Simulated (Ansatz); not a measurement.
## Where V_Si puts its levels in the gap of SiC (F-43m)

Charge states of V_Si in SiC (F-43m), set against the band edges. Model: a cell of 432 host atoms with 1 Si taken out.

Main program and level: Ansatz 0.2.0; place-levels on PBEsol runs: charge-transition levels and formation energies with image-charge correction and potential alignment at the atomic sites; PAW set soft_1.

**Measured values to reproduce.**

“Insight into the structural, elastic and electronic properties of a new orthorhombic 6O-SiC polytype” (2020, pmc:7200658) quotes from earlier work for SiC, cubic 3C zincblende (literature value): band gap (indirect gap) 2.4 eV [literature value; measurement temperature and method not stated].

Most raw output is cut from this account.

### Step 1. Set-up

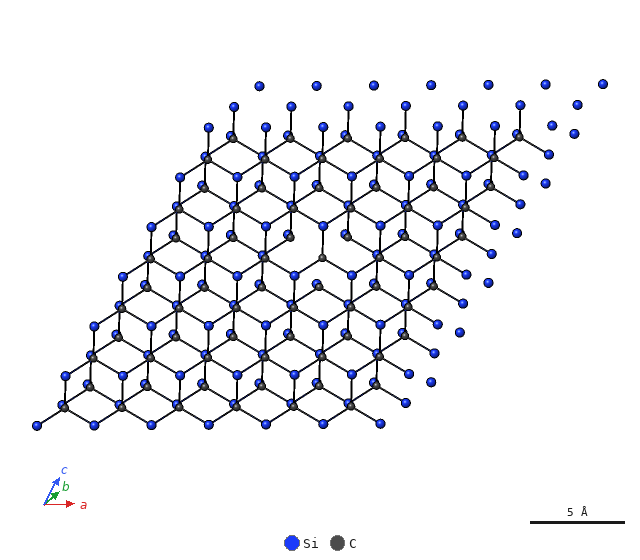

The cell as given, in part (silicon blue, carbon dark grey). Drawn is a slice 6 Å thick, seen along the normal of the ac plane. Bonds to atoms that aren't drawn are left out.

The cell holds 431 atoms: 215 Si and 216 C. Its edges and angles: a = 18.485 Å, b = 18.485 Å, c = 18.485 Å, α = 60.0°, β = 60.0°, γ = 60.0°. It derives from SiC (space group F-43m). Nearest the centre at fractional (0.500, 0.500, 0.500): C259 at 1.89 Å, C258 at 1.89 Å, C248 at 1.89 Å, C188 at 1.89 Å, Si260 at 3.08 Å, Si187 at 3.08 Å, Si330 at 3.08 Å, Si318 at 3.08 Å.

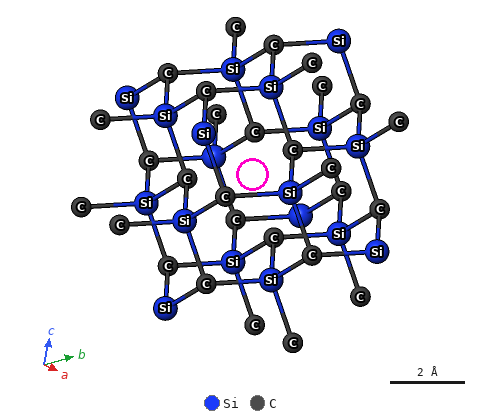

The atoms within 5 Å of the centre. A ring marks the centre wherever it is empty.

Screening for the image-charge correction: ε∞ = 7.06, ε0 = 10.44, computed on the host (DFPT, PBEsol).

The cell's shortest repeat is 18.5 Å.

### Step 2. Charge states

Levels follow from differences of total energies between charge states, each relaxed by itself.

Each atom starts 0.04 Å or so off its site in a random direction: a symmetric start keeps its symmetry, and would miss off-centre moves and Jahn–Teller distortions. Forces are taken at the zone centre alone. The cell holds 1 electron more than the neutral one, with a uniform background that keeps it neutral on the whole. The moment is locked at 3 μB to get this spin state; other moments, where tried, are runs of their own.

One of the inputs; charge, spin and start change from state to state.

Input file qm1_M3.relax/input.yaml:

```yaml
crystal:
  lattice:
    - [0.0, 2.1784555, 2.1784555]
    - [2.1784555, 0.0, 2.1784555]
    - [2.1784555, 2.1784555, 0.0]
  atoms:
    - { symbol: Si, position: [0.0, 0.0, 0.0] }
    - { symbol: C, position: [0.25, 0.25, 0.25] }
  supercell: [6, 6, 6]
  defects: [{ vacancy: 258 }]
total_charge: -1
basis:
  ecutwfc: 420
  xc_grid: 2
hamiltonian:
  xc: pbesol
  pseudopotentials: { kind: paw, azcp: { folder: soft_1 }, xc_functional: pbe }
kpoints:
  mp_grid: { grid: [1, 1, 1] }
magnetization:
  spin_polarized: true
  initial_magnetization: 3
  spin_locking: { lock_magnetization: hard }
scf:
  occupations: { method: fixed }
  max_iter: 100
output:
  forces: true
  charged_corrections:
    epsilon: 7.06
    static_epsilon: 10.44
    defect_position: [0.5, 0.5, 0.5]
relax:
  f_tol: 0.02
  max_steps: 60
  random_displacement: { amplitude: 0.04, seed: 8700 }
checkpoint:
  write: "../qm1_M3.relax.run"
  compress: false
  write_wavefunctions: true
  write_every: 100000
```

The run is started by

```sh
$ ansatz run input.yaml --threads 32 --pin off --max-ram 84787MiB --backend cuda --events-out ev --progress --plain --runs-dir out --max-vram 78GiB
```

The energy is taken again at one point at (¼, ¼, ¼), on the same structure.

The run of this state that the levels use, under PBEsol:

Input file qm1_M3.quarter/input.yaml:

```yaml
crystal:
  checkpoint: "../qm1_M3.relax.run"
  host: checkpoint
total_charge: -1
basis:
  ecutwfc: 420
  xc_grid: 2
hamiltonian:
  xc: pbesol
  pseudopotentials: { kind: paw, azcp: { folder: soft_1 }, xc_functional: pbe }
kpoints:
  mp_grid: { grid: [1, 1, 1], shift: [0.25, 0.25, 0.25] }
magnetization:
  spin_polarized: true
  initial_magnetization: 3
  spin_locking: { lock_magnetization: hard }
scf:
  occupations: { method: fixed }
  max_iter: 100
output:
  forces: true
  charged_corrections:
    epsilon: 7.06
    static_epsilon: 10.44
    defect_position: [0.5, 0.5, 0.5]
  eigenvalues: true
  eigenstates: { localisation: true }
  efg: {}
checkpoint:
  read: "../qm1_M3.relax.run"
  write: "../qm1_M3.quarter.run"
  compress: false
  write_wavefunctions: false
  write_every: 100000
```

Relaxations under PBEsol at the zone centre alone; times on 1 × NVIDIA GB200 with 32 threads of Arm Neoverse V2, shared host:

```csv
charge,moment (μB),occupations,outcome,steps,largest displacement against the far atoms (Å),time
−1,3,fixed,converged,5,0.16,20 s
0,2,fixed,converged,6,0.19,31 s
```

Single points under PBEsol at one point at (¼, ¼, ¼); times on 1 × NVIDIA GB200 with 32 threads of Arm Neoverse V2, shared host:

```csv
charge,moment (μB),occupations,outcome,time
−1,3,fixed,converged,29 s
0,2,fixed,converged,27 s
```

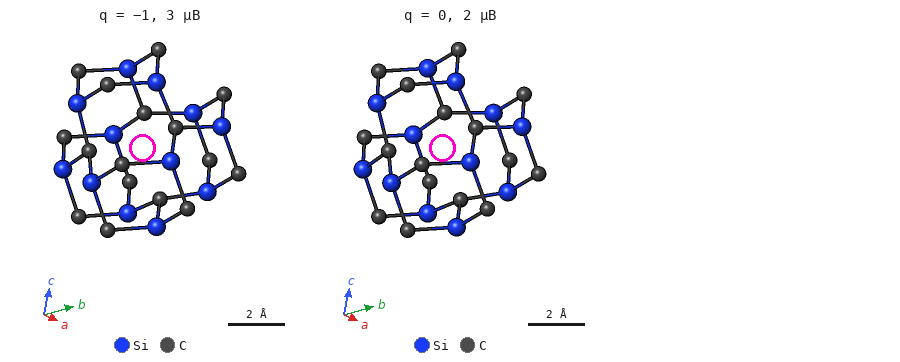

The structures near the centre after relaxation with PBEsol, by charge. A ring marks the centre wherever it is empty.

Distances (Å) from the ideal centre to the nearest atoms after relaxation with PBEsol:

```csv
charge,moment (μB),1.,2.,3.,4.,5.,6.
−1,3,C 2.04,C 2.04,C 2.05,C 2.05,Si 3.06,Si 3.06
0,2,C 2.06,C 2.07,C 2.07,C 2.07,Si 3.07,Si 3.07
```

### Step 3. place-levels, PBEsol, the zone centre alone

qm1_M3.gamma/input.yaml, as its differences from qm1_M3.quarter/input.yaml of step 2:

```diff
@@ -11,3 +11,3 @@
 kpoints:
-  mp_grid: { grid: [1, 1, 1], shift: [0.25, 0.25, 0.25] }
+  mp_grid: { grid: [1, 1, 1] }
 magnetization:
@@ -26,7 +26,5 @@
   eigenvalues: true
-  eigenstates: { localisation: true }
-  efg: {}
 checkpoint:
   read: "../qm1_M3.relax.run"
-  write: "../qm1_M3.quarter.run"
+  write: "../qm1_M3.gamma.run"
   compress: false
```

Run time: 5 s. Hardware: 1 × NVIDIA GB200 with 32 threads of Arm Neoverse V2, shared host; peak memory 3.8 GiB; 16 s of CPU time.

Input file levels.gamma.yaml:

```yaml
host:
  run: host.gamma.run
  levels_from: { run: edges.gamma.run }
states: [qm1_M3.gamma.run, q0_M2.gamma.run]
geometry_from:
  qm1_M3.gamma.run: qm1_M3.relax.run
  q0_M2.gamma.run: q0_M2.relax.run
chemical_potentials:
  Si:
    energy: -621.49341
    dataset: <sha256 of the dataset>
```

The run is started by

```sh
$ ansatz place-levels levels.gamma.yaml -- --threads 32 --pin off --max-ram 84787MiB --backend cuda --max-vram 78GiB
```

It took 2.6 s on 32 threads.

Under PBEsol the gap is 1.24 eV, (0/−1) 0.69 eV.

### Step 4. Placing the levels, PBEsol, one point at (¼, ¼, ¼)

A charged cell interacts with its images and the background, and its potential has another zero than the host's. place-levels removes the first by a point-charge model, screened by the static dielectric constant since the ions have relaxed around the charge, and the second by comparing potentials at atoms far from the defect.

The host is a run of the defect-free crystal in the same cutoffs, grids and k-points, so that basis and sampling errors cancel in part in the differences. Its band edges come from a run of the primitive cell that searches the zone for them. Chemical potentials are energies per atom of Si (diamond), run with the same functional and cutoff.

Input file levels.quarter.yaml:

```yaml
host:
  run: host.quarter.run
  levels_from: { run: edges.quarter.run }
states: [qm1_M3.quarter.run, q0_M2.quarter.run]
geometry_from:
  qm1_M3.quarter.run: qm1_M3.relax.run
  q0_M2.quarter.run: q0_M2.relax.run
chemical_potentials:
  Si:
    energy: -621.49341
    dataset: <sha256 of the dataset>
```

The run is started by

```sh
$ ansatz place-levels levels.quarter.yaml -- --threads 32 --pin off --max-ram 84787MiB --backend cuda --max-vram 78GiB
```

Wall time 2.5 s (32 threads).

Under PBEsol the gap is 1.24 eV, (0/−1) 0.64 eV; the stage before (PBEsol, at other k-points) gave a gap of 1.24 eV and levels within 0.05 eV of these.

Levels between the charges placed, in eV above the valence top:

```csv
,gap (eV),(0/−1)
PBEsol,1.24,0.64
```

Corrections by state:

```csv
charge,moment (μB),image terms and alignment (eV),band filling (eV),ε used,"over the lowest of its charge, as the program ranks them, band filling apart (eV)"
0,2.0,0.000,-,-,0.000
−1,3.0,0.172,-,10.44,0.000
```

From the program's caveats on the states, each cut to its opening words:

- charge −1 (3 μB): how wide its charge is, is not read beside other atoms or cores, and a band state would take no correction

Chemical potentials of the elements' reference phases, run alike. Formation energies (elemental references), with the Fermi level at the valence top and at the conduction bottom (gap 1.24 eV):

```csv
charge,at valence top (eV),at conduction bottom (eV),correction included (eV)
0,8.14,8.14,0.00
−1,8.77,7.53,0.17
```

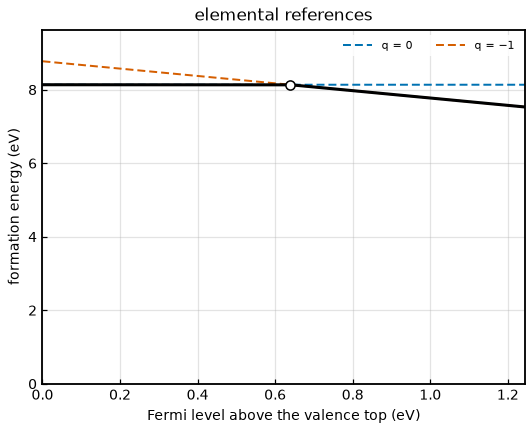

Formation energy against Fermi level; the thick line follows the lowest charge state and circles mark the transition levels.

### Step 5. The ladder

Levels between neighbouring charges, in eV above each run's own valence top:

```csv
,gap (eV),(0/−1),GPU time a state at this stage (restarts are quicker than cold starts)
"PBEsol, zone centre alone",1.24,0.69,5.9 s
"PBEsol, (¼, ¼, ¼)",1.24,0.64,28 s
```

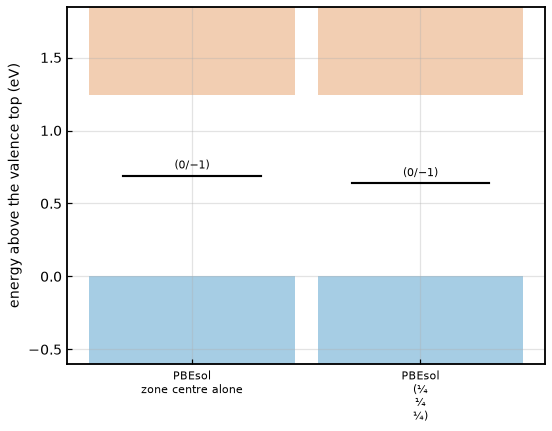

Levels between stable charges at each rung, each against its own band edges (shaded).

### Step 6. Summary of results

```json
{"gap of the host": "1.24 eV (PBEsol)", "level (0/minus 1)": "0.64 eV above the valence top", "lowest of the charges placed, just above the valence top (0.02 eV)": "0", "lowest of the charges placed, just below the conduction bottom (0.02 eV)": "−1", "lowest formation energy at mid-gap of the charges run, elemental references": "8.14 eV"}
```

**Reading.** Of the charges placed (−1 and 0), the lowest changes at 0.64 eV (0/−1) above the valence top, in a gap of 1.24 eV. Charges above 0 and below −1 were not placed, so these runs say nothing of levels that involve them. States placed: 0 at 2 μB; −1 at 3 μB. Other spin states or structures, where not listed, weren't placed. Under PBEsol, the change of sampling (the zone centre alone against one point at (¼, ¼, ¼)) moves a level by 0.05 eV, which is the scale of doubt on levels at the coarser sampling. Keep in mind: one k-point off the zone centre stands for the whole zone; PBEsol makes the gap too small and tends to spread out bound carriers.

Calculation against experiment:

| quantity | measured | PBEsol |
| --- | --- | --- |
| band gap (least gap of the host) (eV) | 2.4 | 1.24 (-1.16 eV) |

Measured values from pmc:7200658 (2020).

Verdict: The band gap is off by -1.16 eV: a clear miss. Local and semilocal functionals usually give gaps below the measured ones. Zero-point and thermal motion shift the measured gap.

[Logs are printed without paths, hosts, clocks, repeated set-up lines and the standing remarks that a program may print on its own settings, such as how far it seeks lower states.]

[Hosts, paths, dates, database ids (printed as entryN), source tags and the programs' standing remarks are cut or masked in the printed files.]

[Where a table of states has a column of steps, it counts the stored structures, which are thinned; the runs took as many ionic steps or more.]

[A defect's name tells the site on which it was built; relaxed atoms can leave that site.]

[For some hosts the program warned that the k-mesh of the response run may be too coarse for force constants and the static dielectric constant; such warnings are not shown here.]
